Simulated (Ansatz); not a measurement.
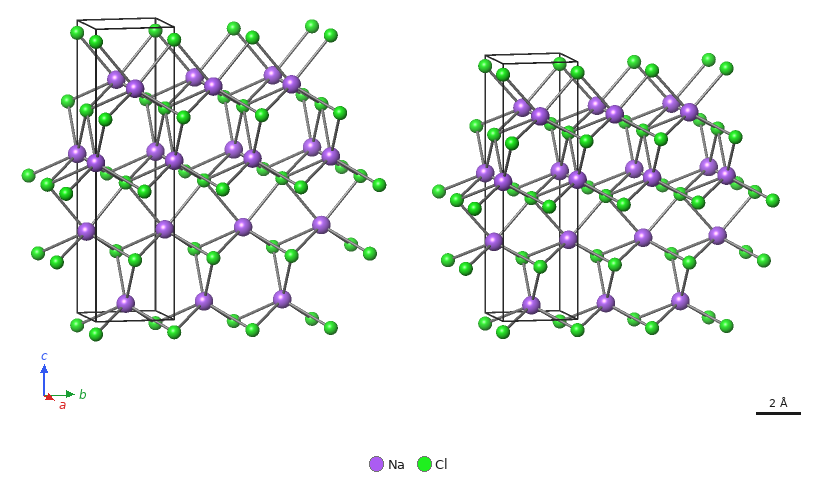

Two geometries of crystalline NaCl (a generated structure, set up in I4_1md) (coarse preliminary run), drawn at one scale. One is the start of a relaxation, the other its converged end. A ball-and-stick model of the conventional cell (2 times the calculation's cell), repeated 1 × 3 × 1 with one cell outlined, seen slightly off an axis. Lengths and directions refer to the drawn axes.

Level of theory: DFT PBE, scalar-relativistic, plane waves, PAW (Ansatz 0.2.0). Set-up: plane-wave cutoff 420 eV; k-point mesh 8 × 8 × 8; occupations gaussian; smearing width 0.1 eV; no spin polarisation; cell and atoms relaxed; force threshold 0.04 eV/Å; at most 70 steps.

Q: Which one is relaxed?

A: The left one is the relaxed one. After 4 accepted moves (5 points after the start) the energy has fallen by 0.472 eV per cell of the calculation. Largest force component: 0.078 eV/Å at the start, 0.00056 eV/Å at the end. Pressure: 8.95 GPa at the start and 0.12 GPa at the end. The SCF was repeated once at an unchanged geometry on a basis and grid sized afresh for the cell, which shifted the energy by 5.7 meV per cell of the calculation at most. The largest moves relative to the cell, 0.016 Å, are those of Na and Cl atoms. Largest moves by element: Na 0.016 Å, Cl 0.016 Å. The volume changes by +25.4 %, with a = b 3.526 → 3.704 Å (+5.1 %), c 11.932 → 13.555 Å (+13.6 %). Some distances before and after: Cl–Na 2.652 → 2.890 Å, Cl–Na 2.687 → 2.869 Å. Among the angles between lasting bonds that change: Na–Cl–Na 136.2° → 131.8°, Cl–Na–Cl 136.2° → 131.8°, Na–Cl–Na 83.3° → 79.7°. The space group stays I4_1md (No. 109). The run took 41 s on 1 thread of Arm Neoverse V2, on a shared host, peak memory 0.4 GiB.
